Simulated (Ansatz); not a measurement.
Be2C

```
C Be
1.0
     4.27776    0.00000    0.00000
     0.00000    4.27776    0.00000
     0.00000    0.00000    4.27776
C Be
4 8
Direct
  0.00000 0.00000 0.00000
  0.50000 0.50000 0.00000
  0.50000 0.00000 0.50000
  0.00000 0.50000 0.50000
  0.25000 0.25000 0.25000
  0.75000 0.75000 0.25000
  0.75000 0.25000 0.75000
  0.25000 0.75000 0.75000
  0.75000 0.25000 0.25000
  0.25000 0.75000 0.25000
  0.25000 0.25000 0.75000
  0.75000 0.75000 0.75000
```

Space group Fm-3m; started from the antifluorite prototype, which need not be the ambient phase; changed on purpose from its base cell (hydrostatic strain -1.0%); computed pressure about 7 GPa in this cell.

Method: DFT, r2SCAN, plane waves, PAW (Ansatz 0.2.0).

What will maps of the valence pseudo-density and electron localisation function show?

Answer. Be–C (1.85 Å): the density is about 0.66 e/Å³ at the midpoint; the ELF peaks at about 0.85 in the valence shell of C, 0.8 Å from its nucleus, and is about 0.85 at the midpoint.

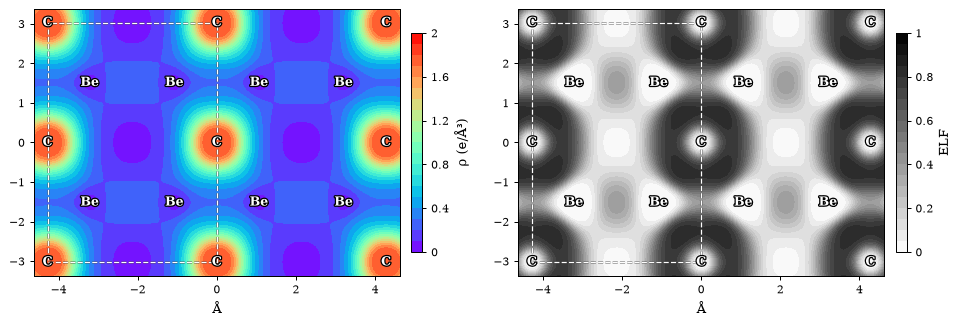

Computed valence pseudo-density and electron localisation function on the (110) plane of the conventional cell, in this order. 

The density is the valence pseudo-density of a PAW calculation; it isn't the true density close to the nuclei.
